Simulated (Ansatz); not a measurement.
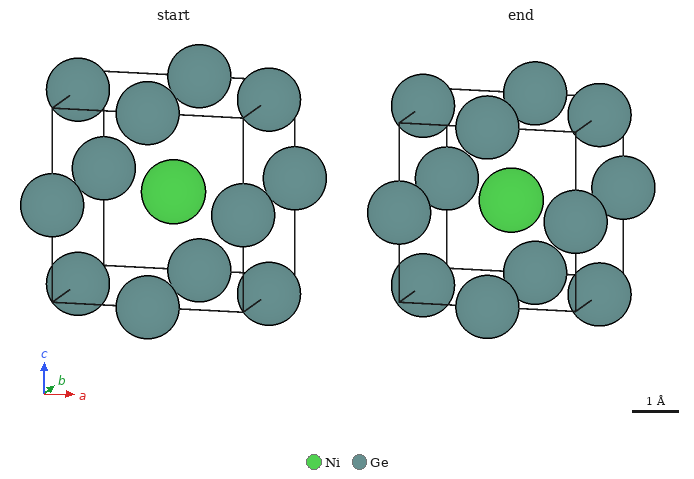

The structure of crystalline NiGe$_{3}$ (a generated structure, set up in Pm-3m) (coarse preliminary run) before (left) and after (right) a relaxation, at one scale.

A spheres-only model of the cell of the calculation, seen slightly off an axis.

These are results of Ansatz 0.2.0, DFT PBE, scalar-relativistic, plane waves, PAW, not measurements. Set-up: plane-wave cutoff 420 eV; k-point mesh 4 × 4 × 4; occupations gaussian; smearing width 0.1 eV; collinear spin; cell and atoms relaxed; force threshold 0.04 eV/Å; at most 70 steps.

Question: What changed between the two?

Answer: No atom moves by more than 0.005 Å relative to the cell. Cell: a = b = c 4.356 → 4.025 Å (−7.6 %). Volume −21.1 %. Among the contacts that change: Ge–Ni 3.080 → 2.846 Å. The space group stays Pm-3m (No. 221). The energy falls by 197 meV per atom in 4 accepted moves (5 points after the start). All forces vanish by symmetry, so only the cell relaxes. The pressure goes from −11.93 to −0.01 GPa. The SCF was repeated once at an unchanged geometry on a basis and grid sized afresh for the cell, which shifted the energy by 1.2 meV per atom at most. Cost: 32 s on 1 thread of Arm Neoverse V1, with other jobs on the host, peak memory 0.37 GiB.
